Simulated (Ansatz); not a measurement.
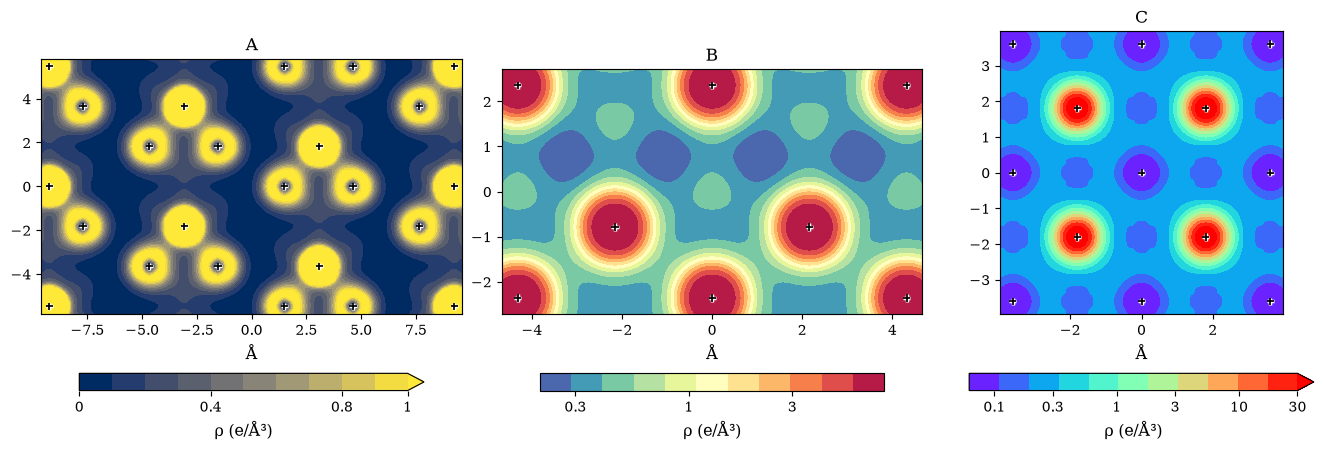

The valence pseudo-density of 3 systems, each on a plane through atoms (crosses mark nuclei in the plane).

The calculation used DFT PBEsol, scalar-relativistic, plane waves, PAW in Ansatz.

System 1: AlCu$_{3}$, the (100) plane of the conventional cell. Space group Pm-3m; a structure from a database of computed crystals, not necessarily the ambient phase; changed on purpose from its base cell (volume × 0.98, shape and atoms relaxed); computed pressure about 3 GPa in this cell; computed without spin polarisation.

```yaml
crystal:
  lattice:
    - [3.60804, 0.00000, 0.00000]
    - [0.00000, 3.60804, 0.00000]
    - [0.00000, 0.00000, 3.60804]
  atoms:
    - { symbol: Al, position: [0.00000, 0.00000, 0.00000] }
    - { symbol: Cu, position: [0.50000, 0.50000, 0.00000] }
    - { symbol: Cu, position: [0.50000, 0.00000, 0.50000] }
    - { symbol: Cu, position: [0.00000, 0.50000, 0.50000] }
```

System 2: Os, the (110) plane of the conventional cell. Space group P6₃/mmc; computed without spin polarisation.

```
CELL_PARAMETERS angstrom
2.72724 0.00000 0.00000
-1.36362 2.36186 0.00000
0.00000 0.00000 4.31327
ATOMIC_POSITIONS crystal
Os 0.33333 0.66667 0.25000
Os 0.66667 0.33333 0.75000
```

System 3: WS$_{2}$, the (110) plane of the conventional cell. Space group R3m; not relaxed (largest force 0.6 eV/Å).

Question: Which map belongs to which system?

Answer: Panel A is system 3, WS$_{2}$: the plane holds W and S. W–S (2.39 Å): ρ is about 0.65 e/Å³ halfway. Panel B is system 2, Os: the plane holds Os. Os–Os (2.67 Å): the density is about 0.51 e/Å³ at the midpoint. Panel C is system 1, AlCu$_{3}$: the plane holds Al and Cu. Al–Cu (2.55 Å): the density is about 0.27 e/Å³ at the midpoint.
